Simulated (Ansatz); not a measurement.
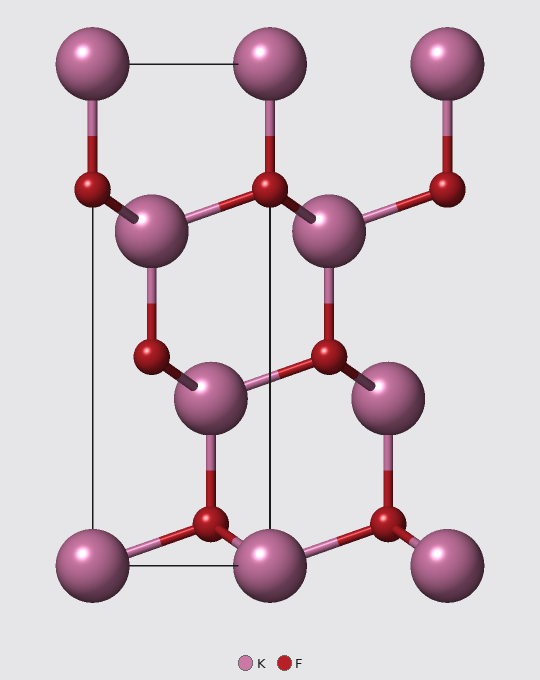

Projection along an edge of the hexagonal mesh, stacking direction [111] upwards. Every atom sits on one of the three columns of the mesh; call them A, B, C in the order in which they first turn up. The box is the hexagonal cell of the face-centred cubic lattice. The sequence starts with the first layer at or above the cell's origin.

KF (space group F-43m, No. 216). Coordinates: the input geometry of an electronic-structure calculation (not necessarily at equilibrium); the starting structure was generated, so it need not be a known form of this composition.

Read off the stacking sequence over one period.

K(A) – F(B) – K(B) – F(C) – K(C) – F(A) (six layers in 10.17 Å).

How are the F layers alone stacked?

F layers alone: BCA, the cubic close-packed type.

Which positions between or in the F layers do the other atoms fill?

K: three tetrahedral sites (per hexagonal cell).

What short polytype symbol fits?

Polytype symbol 3C, the symbol of a tetrahedral polytype (number of double layers in the repeat and lattice).
